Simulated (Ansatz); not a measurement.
# ZnAu: 9 runs along one coordinate

System: ZnAu (2 atoms in the cell).
Method: DFT PBE, scalar-relativistic, plane waves, PAW, no spin polarisation (Ansatz 0.2.0).

The 9 runs differ only in the geometry, by a strain of the cell at fixed fractional positions. Against run 5, the strain is εxx = η and εyy = η. The structure derives from an entry of the Crystallography Open Database.

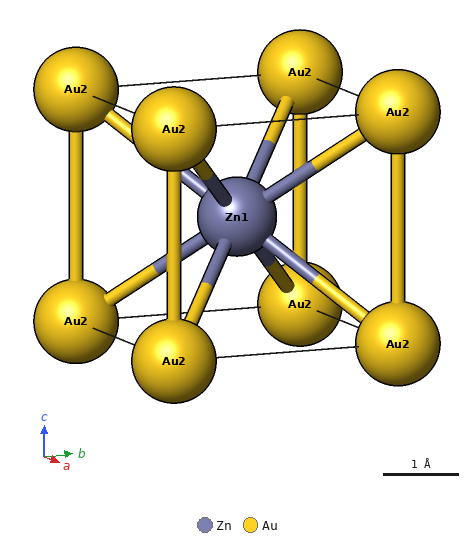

Figure 1. The structure of run 5 (ball-and-stick view of the cell of the calculation, seen slightly off an axis; atoms are numbered from 1 in the order of the input). An atom can appear more than once, as a periodic image.

**Input of run 5**
```yaml
crystal:
  lattice:
    - [3.2650125, 0.0, 0.0]
    - [0.0, 3.2650125, 0.0]
    - [0.0, 0.0, 3.147]
  atoms:
    - { symbol: Zn, position: [0.5, 0.5, 0.5] }
    - { symbol: Au, position: [0.0, 0.0, 0.0] }
basis:
  ecutwfc: 420
kpoints:
  mp_grid: { grid: [16, 16, 16] }
hamiltonian:
  xc: pbe
scf:
  occupations: { method: gaussian, width: 0.15 }
output:
  forces: true
  stress: true
  eigenvalues: true
```

Command:
```bash
ansatz run input.yaml --threads 1 --pin off --max-ram 2560MiB --backend cpu --events-out ev --progress --plain --runs-dir out
```

Run 4 differs from it as follows:
```diff
-    - [3.2650125, 0.0, 0.0]
-    - [0.0, 3.2650125, 0.0]
+    - [3.0289875, 0.0, 0.0]
+    - [0.0, 3.0289875, 0.0]
```

**Results, with one run withheld**

| run | strain parameter η (%) | free energy per atom, from the lowest run given (meV) | pressure (GPa) |
| --- | --- | --- | --- |
| 1 | −18.0723 | 1200.09 | 113.68 |
| 2 | −14.4578 | 624.59 | 68.73 |
| 3 | −10.8434 | 272.81 | 38.44 |
| 4 | −7.2289 | ? | ? |
| 5 | 0.0000 | 0.00 | −3.79 |
| 6 | 3.6145 | 52.31 | −9.15 |
| 7 | 7.2289 | 139.83 | −12.23 |
| 8 | 9.0313 | 191.84 | −13.13 |
| 9 | 10.8434 | 247.45 | −13.69 |

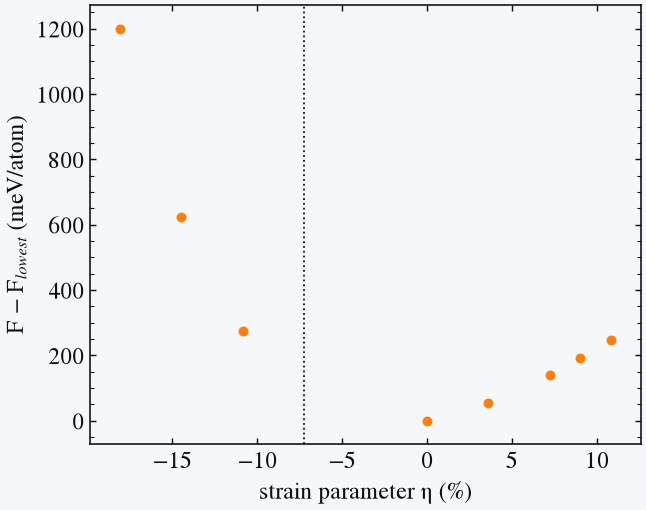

Figure 2. Free energy per atom of the runs given; the dotted line marks run 4.

Estimate the energy of run 4 from the others.

A cubic polynomial in the coordinate, fitted to the 8 runs given, misses them by at most 12.33 meV per atom. With x = η + 1.5819, it reads F = −25.487 + 4.1545 x + 2.8172 x² − 0.11635 x³ (meV per atom). At run 4 it gives 61.84 meV per atom, and the run itself gives 80.23. The fit has its minimum at η = −2.2883 %. The fit misses that run by 18.39 meV per atom.

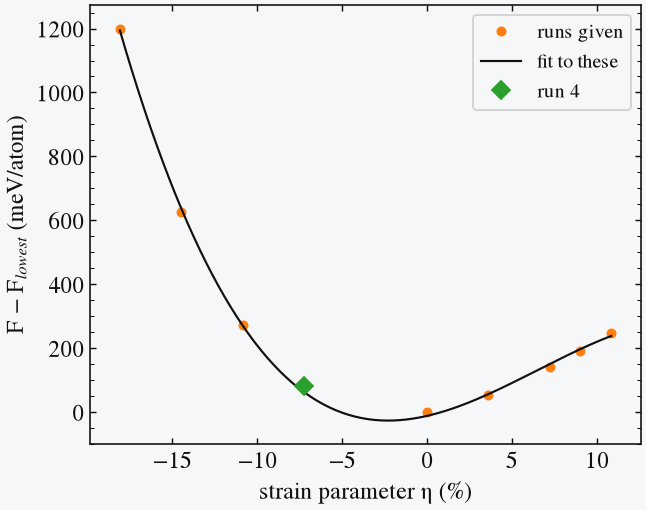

Figure 3. The fit and the withheld run.

**Output, shortened to warnings, some set-up lines, iterations and results (run 4)**
```
Basis set: ecut = 420 eV, 563 PW (Γ), exchange–correlation on 48×48×48 points (8 copies of the dense FFT grid, shifted against one another)
Symmetry: 16 space group operations
k-points: 405 of 4096
Initial density: superposition of atomic densities (neutral atoms: chi_scale 0, normalization atom), corrected by the library's trained network
[...]
SCF iter   1: F=—  HF=-16468.610043 eV  |F-HF|=—  |Δ(HF+E_count)|=         —  Δρ=2.07e-3  dr2=1.21e-3  ethr=1.77e-3  ⟨swp⟩=4.9  Hψ=33528  notcnv=0
SCF iter   2: F=—  HF=-16468.610943 eV  |F-HF|=—  |Δ(HF+E_count)|=   9.00e-4  Δρ=1.00e-3  dr2=2.23e-4  ethr=3.90e-6  ⟨swp⟩=2.2  Hψ=16116  notcnv=0
SCF iter   3: F=—  HF=-16468.610985 eV  |F-HF|=—  |Δ(HF+E_count)|=   4.17e-5  Δρ=3.89e-4  dr2=2.31e-5  ethr=7.18e-7  ⟨swp⟩=2.0  Hψ=10903  notcnv=0
SCF iter   4: F=—  HF=-16468.610977 eV  |F-HF|=—  |Δ(HF+E_count)|=   7.37e-6  Δρ=2.43e-4  dr2=1.18e-5  ethr=7.44e-8  ⟨swp⟩=2.0  Hψ=12775  notcnv=0
SCF iter   5: F=—  HF=-16468.610974 eV  |F-HF|=—  |Δ(HF+E_count)|=   3.25e-6  Δρ=5.71e-5  dr2=3.94e-7  ethr=3.79e-8  ⟨swp⟩=2.0  Hψ=12140  notcnv=0
SCF iter   6: F=-16468.610974 eV  HF=-16468.610974 eV  |F-HF|=3.11e-9  |Δ(HF+E_count)|=   1.74e-8  Δρ=1.14e-5  dr2=1.17e-8  ethr=3.23e-10  ⟨swp⟩=6.2  Hψ=36390  notcnv=0
SCF 1 converged in 6 iterations: F = -16468.610974 eV  dr2 = 1.17e-8
SCF converged after 6 iterations
Free energy (F): -16468.610974 eV
Harris-Foulkes:  -16468.610974 eV  (|F-HF|=3.11e-9)
Internal energy: -16468.606532 eV  (E = F + TS)
E sigma→0 (E₀):  -16468.608753 eV
Entropy (-TS):   -0.004442 eV (-2.221 meV/atom)
Fermi energy:    18.863787 eV
--- Per-component energies (eV) ---
  E_band       = -119.934285
  E_kinetic    = 739.278493
  E_local      = -3085.771964  (includes V_loc(G=0)·N_el)
  E_nonlocal   = 685.359860
  E_hartree    = 1313.745844
  E_xc         = -367.790599
  E_vxc        = -330.768684  (∫ρ·V_xc dr)
  E_paw        = -11532.765316  (= ΣΔE_a)
  E_vpaw       = -755.529700  (= ΣTr[D̂ρ^β])
  E_aug_tail   = 0.001035  (compensation charges beyond the density's cutoff)
  E_ewald      = -4220.663885
  E_smearing   = -0.004442  (= −TS)
  E_closure    = 0.000000  (closes the sum)
  Σ components = -16468.610974   (vs F -16468.610974, Δ=0.00e0)
--- Forces (eV/Å), atoms counted from 1 ---
  atom   1  Zn     0.00000000    -0.00000000     0.00000000
  atom   2  Au    -0.00000000    -0.00000000     0.00000000
  max |Σ_I F_I| component: 6.71e-30 eV/Å
--- Stress (GPa, compression-positive) ---
       18.502314       0.000000       0.000000
        0.000000      18.502314       0.000000
        0.000000       0.000000      17.588598
  P = ⅓ Tr σ = 18.1977 GPa (181.977 kbar)
```

Notes: Spin–orbit coupling is left out, which matters for Au.
